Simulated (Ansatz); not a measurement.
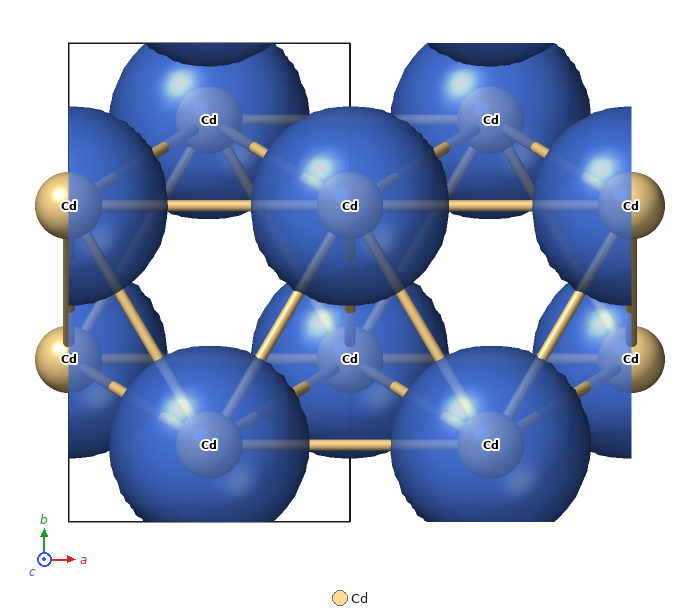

Figure 1: Cd. Isosurface of the valence electron density at 0.4 e/Å³ (blue), seen along the c axis. Sticks mark near contacts.

Space group Cmcm.

The calculation used DFT PBE, scalar-relativistic, plane waves, PAW in Ansatz 0.2.0.

Q: Which contacts does the surface bridge?

A: At this value the density breaks into separate islands; it holds about 85 % of the electrons treated as valence (semicore included). It bridges none of the near contacts. It is pinched off along the shortest Cd–Cd (3.04 Å), Cd–Cd (3.08 Å), Cd–Cd (3.29 Å) and Cd–Cd (3.35 Å) contacts. On the grid the lowest density along these lines, outside the cores, is 0.18 e/Å³ (Cd–Cd, 3.04 Å), 0.17 e/Å³ (Cd–Cd, 3.08 Å), 0.12 e/Å³ (Cd–Cd, 3.29 Å) and 0.11 e/Å³ (Cd–Cd, 3.35 Å).

Q: Does the calculation give a band gap?

A: It is metallic or semimetallic at this level of theory: no gap opens.
